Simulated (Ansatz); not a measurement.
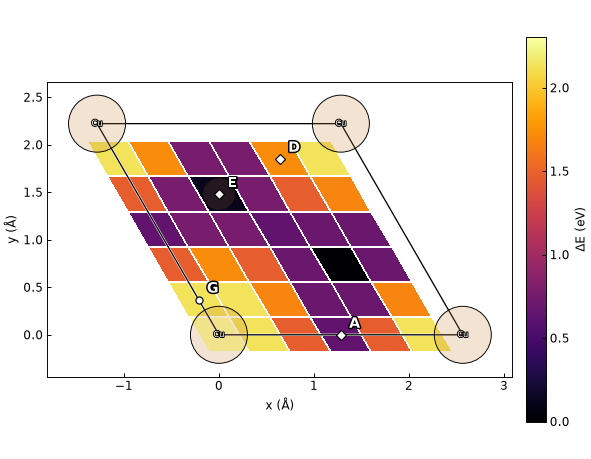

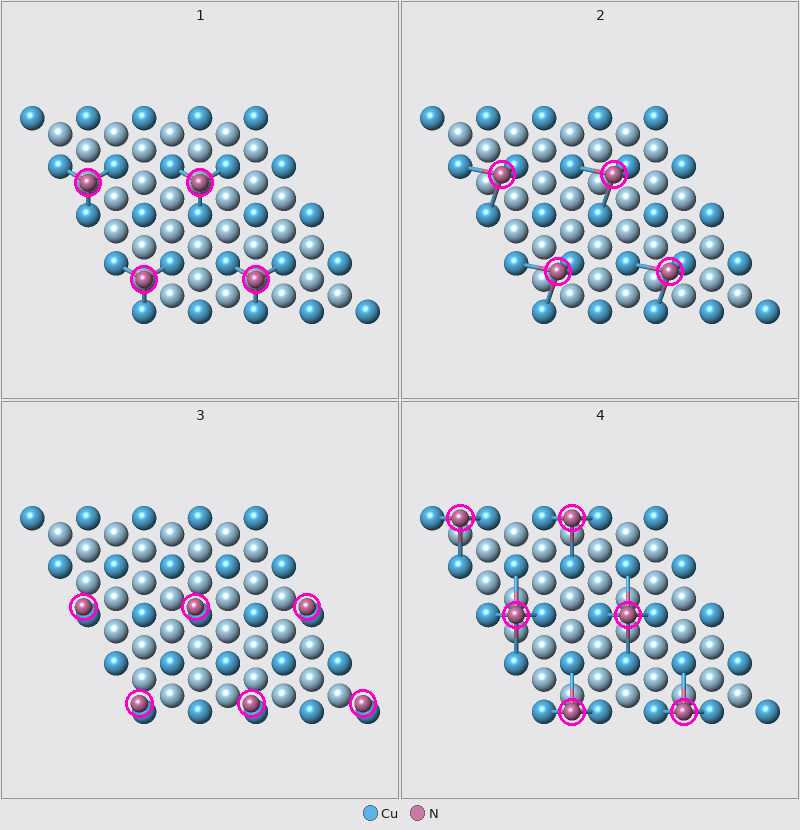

N on a Cu(111) slab cut from the Fm-3m phase, its upper half relaxed before the scan (12 atoms of substrate and one adsorbate in a 2 × 2 cell). 
- N is moved over the surface cell; relaxed at each place: the height of the adsorbate's atoms; substrate rigid; the origin of the map has the adsorbate above Cu9.
- Places are given modulo a cell vector. The map is drawn in real space over the plane of the surface.
- Grid: 6 × 6 points; 10 points were computed and 26 follow by symmetry.
- Places are given in fractions of the 1 × 1 surface cell.
- All energies are given in eV relative to the lowest grid point.
- Theory: DFT PBE, scalar-relativistic, plane waves, PAW (Ansatz 0.2.0). Settings: cutoff 420 eV, k-mesh 6×6×1, gaussian smearing 0.1 eV, no spin polarisation.

The picture shows one coloured cell a grid point, labelled circles for the atoms of the top layer and small ones for the second layer, the outline of one cell of the plane, lettered points. The numbered pictures are the structures at these points, in random order. Rings mark the moved atoms.

Which structure belongs to which point?

A is structure 4: a bridge site between two Cu atoms, (3/6, 0/6) of the cell vectors, 0.63 eV; D is structure 2: (4/6, 5/6) of the cell vectors [nearest 1 Cu at 1.68 Å], 1.73 eV; E is structure 1: a threefold hollow over a second-layer Cu atom, (2/6, 4/6) of the cell vectors, 0.12 eV; G is structure 3: (0/6, 1/6) of the cell vectors [nearest 1 Cu at 1.69 Å], 2.13 eV.

PAW datasets: the set soft_1.
